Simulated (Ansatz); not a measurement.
# A series of single points on TiAl

System: TiAl (Pmm2, 2 atoms in the cell).
Method: DFT PBE, scalar-relativistic, plane waves, PAW, no spin polarisation (Ansatz 0.2.0).

The 7 runs differ only in the geometry, by a strain of the cell at fixed fractional positions. Against run 4, the strain is εyy = η. The structure derives from an entry of the Crystallography Open Database.

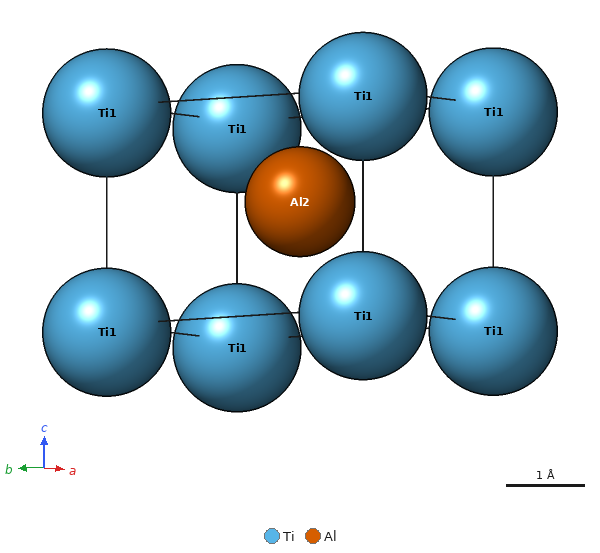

Figure 1. The structure of run 4 (spheres-only view of the cell of the calculation, set on other vectors, seen at an oblique angle; atoms are numbered from 1 in the order of the input).

**Input of run 4**
```yaml
crystal:
  lattice:
    - [2.8220029273, 0.0, 0.0]
    - [0.0, 2.8220029273, 0.0]
    - [0.0, 0.0, 4.07684145]
  atoms:
    - { symbol: Ti, position: [0.0, 0.0335569377, 0.0] }
    - { symbol: Al, position: [0.5, 0.4404678151, 0.5] }
basis:
  ecutwfc: 520.0
kpoints:
  mp_grid: { grid: [16, 16, 12] }
hamiltonian:
  xc: pbe
scf:
  occupations: { method: gaussian, width: 0.15 }
output:
  forces: true
  stress: true
  eigenvalues: true
```

Command:
```bash
ansatz run input.yaml --threads 1 --pin off --max-ram 2048MiB --backend cpu --events-out ev --progress --plain --runs-dir out
```

Lattice vectors (Å) and fractional positions of run 4:
```
   2.822003    0.000000    0.000000
   0.000000    2.822003    0.000000
   0.000000    0.000000    4.076841
Ti  0.000000  0.033557  0.000000
Al  0.500000  0.440468  0.500000
```

Run 3 differs from it as follows:
```diff
-    - [0.0, 2.8220029273, 0.0]
+    - [0.0, 2.7562502591, 0.0]
```

**Results, with one run withheld**

| run | strain parameter η (%) | free energy per atom, from the lowest run given (meV) | pressure (GPa) |
| --- | --- | --- | --- |
| 1 | −7.0000 | 56.50 | 11.15 |
| 2 | −4.6700 | 24.06 | 7.56 |
| 3 | −2.3300 | ? | ? |
| 4 | 0.0000 | 0.00 | 1.66 |
| 5 | 2.3300 | 4.31 | −0.74 |
| 6 | 4.6700 | 17.27 | −2.83 |
| 7 | 7.0000 | 37.25 | −4.63 |

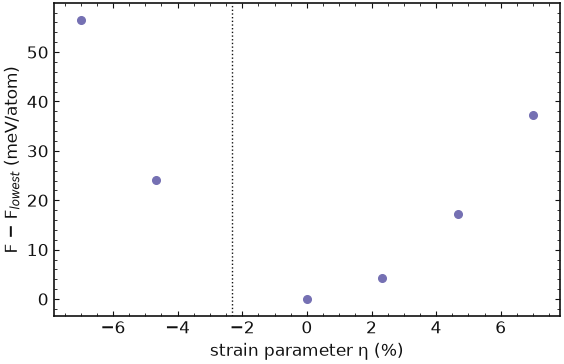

Figure 2. Free energy per atom of the runs given; the dotted line marks run 3.

Fit the runs given and predict run 3.

A cubic polynomial in the coordinate, fitted to the 6 runs given, misses them by at most 0.12 meV per atom. With x = η − 0.3883, it reads F = −0.053781 + 0.52723 x + 0.93022 x² − 0.02386 x³ (meV per atom). At run 3 it gives 5.87 meV per atom, and the run itself gives 5.93. The fit has its minimum at η = 0.1079 %.

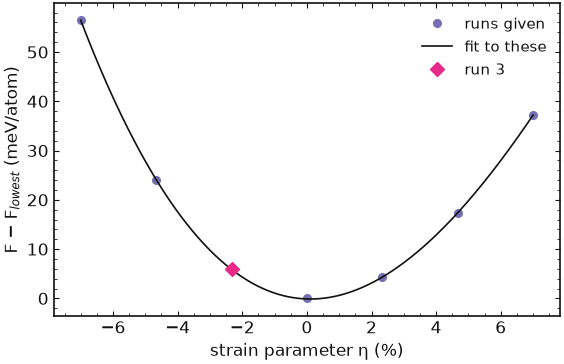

Figure 3. The fit and the withheld run.

**Output, shortened to warnings, some set-up lines, iterations and results (run 3)**
```
Basis set: ecut = 520 eV, 847 PW (Γ), exchange–correlation on 48×48×64 points (8 copies of the dense FFT grid, shifted against one another)
Symmetry: 4 space group operations
k-points: 567 of 3072 (time reversal used)
Initial density: superposition of atomic densities (neutral atoms: chi_scale 0, normalization atom), corrected by the library's trained network
[...]
SCF iter   1: F=—  HF=-3037.833622 eV  |F-HF|=—  |Δ(HF+E_count)|=         —  Δρ=3.84e-3  dr2=4.08e-3  ethr=1.77e-3  ⟨swp⟩=4.9  Hψ=33968  notcnv=0
SCF iter   2: F=—  HF=-3037.833134 eV  |F-HF|=—  |Δ(HF+E_count)|=   4.88e-4  Δρ=2.22e-3  dr2=1.82e-3  ethr=2.72e-5  ⟨swp⟩=1.0  Hψ=11340  notcnv=0
SCF iter   3: F=—  HF=-3037.832902 eV  |F-HF|=—  |Δ(HF+E_count)|=   2.32e-4  Δρ=2.07e-4  dr2=1.11e-5  ethr=1.21e-5  ⟨swp⟩=1.8  Hψ=7800  notcnv=0
SCF iter   4: F=—  HF=-3037.832889 eV  |F-HF|=—  |Δ(HF+E_count)|=   1.29e-5  Δρ=7.50e-5  dr2=1.30e-6  ethr=7.42e-8  ⟨swp⟩=2.6  Hψ=10635  notcnv=0
SCF iter   5: F=-3037.832889 eV  HF=-3037.832889 eV  |F-HF|=2.40e-9  |Δ(HF+E_count)|=   2.81e-7  Δρ=1.75e-5  dr2=3.86e-8  ethr=8.68e-9  ⟨swp⟩=2.2  Hψ=10129  notcnv=0
SCF iter   6: F=-3037.832889 eV  HF=-3037.832889 eV  |F-HF|=1.09e-10  |Δ(HF+E_count)|=   9.18e-9  Δρ=3.27e-6  dr2=1.71e-9  ethr=2.57e-10  ⟨swp⟩=1.6  Hψ=21049  notcnv=0
SCF 1 converged in 6 iterations: F = -3037.832889 eV  dr2 = 1.71e-9
SCF converged after 6 iterations
Free energy (F): -3037.832889 eV
Harris-Foulkes:  -3037.832889 eV  (|F-HF|=1.09e-10)
Internal energy: -3037.811711 eV  (E = F + TS)
E sigma→0 (E₀):  -3037.822300 eV
Entropy (-TS):   -0.021178 eV (-10.589 meV/atom)
Fermi energy:    11.266936 eV
--- Per-component energies (eV) ---
  E_band       = -159.913524
  E_kinetic    = 297.778871
  E_local      = -1072.296186  (includes V_loc(G=0)·N_el)
  E_nonlocal   = 19.461566
  E_hartree    = 461.484528
  E_xc         = -138.163806
  E_vxc        = -152.171905  (∫ρ·V_xc dr)
  E_paw        = -1515.816340  (= ΣΔE_a)
  E_vpaw       = -175.654630  (= ΣTr[D̂ρ^β])
  E_aug_tail   = 0.000056  (compensation charges beyond the density's cutoff)
  E_ewald      = -1090.260400
  E_smearing   = -0.021178  (= −TS)
  E_closure    = -0.000000  (closes the sum)
  Σ components = -3037.832889   (vs F -3037.832889, Δ=0.00e0)
--- Forces (eV/Å), atoms counted from 1 ---
  atom   1  Ti     0.00000000    -1.12346973     0.00000000
  atom   2  Al     0.00000000     1.12347058     0.00000000
  max |Σ_I F_I| component: 8.50e-7 eV/Å
--- Stress (GPa, compression-positive) ---
        2.783491       0.000000       0.000000
        0.000000       4.934339       0.000000
        0.000000       0.000000       5.497703
  P = ⅓ Tr σ = 4.4052 GPa (44.052 kbar)
```
